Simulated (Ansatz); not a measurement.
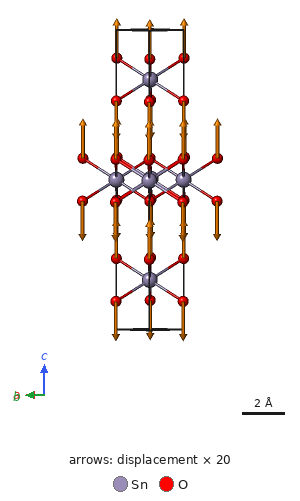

A relaxation of solid SnO₂ (set up in R-3m) (coarse preliminary run). The starting structure is drawn; orange arrows show the displacements (the part carried along by the change of the cell is left out), magnified 20 times.

Style: ball-and-stick. Shown: the conventional cell (3 times the calculation's cell), from a free direction. Lengths and directions refer to the drawn axes.

Method: DFT LDA, scalar-relativistic, plane waves, PAW in Ansatz 0.2.0.

Input
```yaml
crystal:
  lattice:
    - [1.6170930752, 0.9336291223, 4.800592584]
    - [-1.6170930752, 0.9336291223, 4.800592584]
    - [0.0, -1.8672582446, 4.800592584]
  atoms:
    - { symbol: Sn, position: [0.5, 0.5, 0.5] }
    - { symbol: O, position: [0.23717, 0.23717, 0.23717] }
    - { symbol: O, position: [0.76283, 0.76283, 0.76283] }
basis:
  ecutwfc: 420
kpoints:
  mp_grid: { grid: [6, 6, 6] }
hamiltonian:
  xc: lda
scf:
  occupations: { method: gaussian, width: 0.1 }
output:
  forces: true
  stress: true
  eigenvalues: true
relax:
  adjacent_minimum: "off"
  f_tol: 0.05
  max_steps: 80
  cell: { stress_tol: 0.5 }
```

Run as
```bash
ansatz run input.yaml --threads 2 --pin off --max-ram 5120MiB --backend cpu --events-out ev --progress --plain --runs-dir out
```

Q: Atoms of which element are displaced furthest, and by how much?

A: Oxygen: up to 0.096 Å, against 0.000 Å for tin.

Q: What did the optimiser do to the structure, and how much energy did it gain?

A: Over 6 accepted moves (8 points after the start) the energy falls by 45.1 meV per atom. Largest force component: 0.68 eV/Å at the start, 0.0017 eV/Å at the end. Pressure: −9.14 GPa at the start and −0.08 GPa at the end. At 2 points the geometry stayed and the basis and grid were re-selected for the new cell (energy shift of 5.8 meV per atom at most each time). The largest moves relative to the cell, 0.096 Å, are those of O2 and O3. O3 goes along −c. Sn stays in place. The drawn cell changes as follows: a = b 3.234 → 3.206 Å (−0.9 %), c 14.402 → 12.295 Å (−14.6 %); the volume changes by −16.1 %. Some distances before and after: Sn1–O2 2.125 → 2.087 Å. The space group stays R-3m (No. 166). The run took 6.1 s on 2 threads of Arm Neoverse V2, with other jobs on the host, peak memory 0.31 GiB.
